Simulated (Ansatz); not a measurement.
Si₅₃Ge (cell with a defect), 54 atoms, a = 11.60 Å, b = 11.60 Å, c = 11.60 Å, α = 60.00°, β = 60.00°, γ = 60.00°.

Computed with DFT PBE, scalar-relativistic, plane waves, PAW (Ansatz).

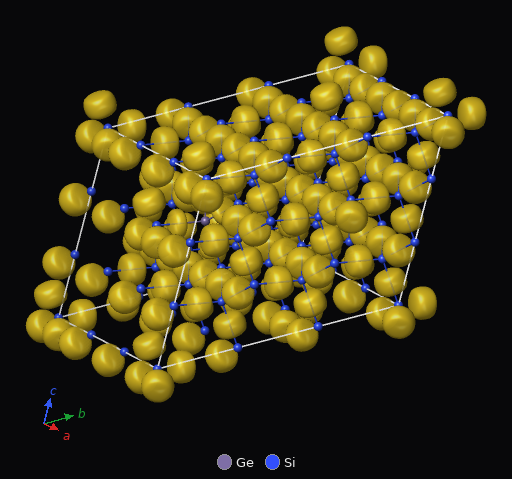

Si₅₃Ge (cell with a defect). Isosurface of the electron localisation function at 0.75 (yellow), seen slightly off an axis. Only the valence region is drawn (cores and ρ < 0.01 e/Å³ removed). Sticks mark near contacts.

**Where are the electrons localised?**

At this value the surface marks out four regions between bonded Ge–Si atoms (shared pairs) and 104 regions between bonded Si–Si atoms (shared pairs), counted in one cell of 54 atoms. Any copies at cell faces, edges or corners count once.

Values along the shortest contacts:
Si–Si (2.36 Å): the ELF peaks at about 0.95 between the atoms (a shared electron pair). Si–Ge (2.41 Å): the ELF peaks at about 0.95 between the atoms (a covalent bond).
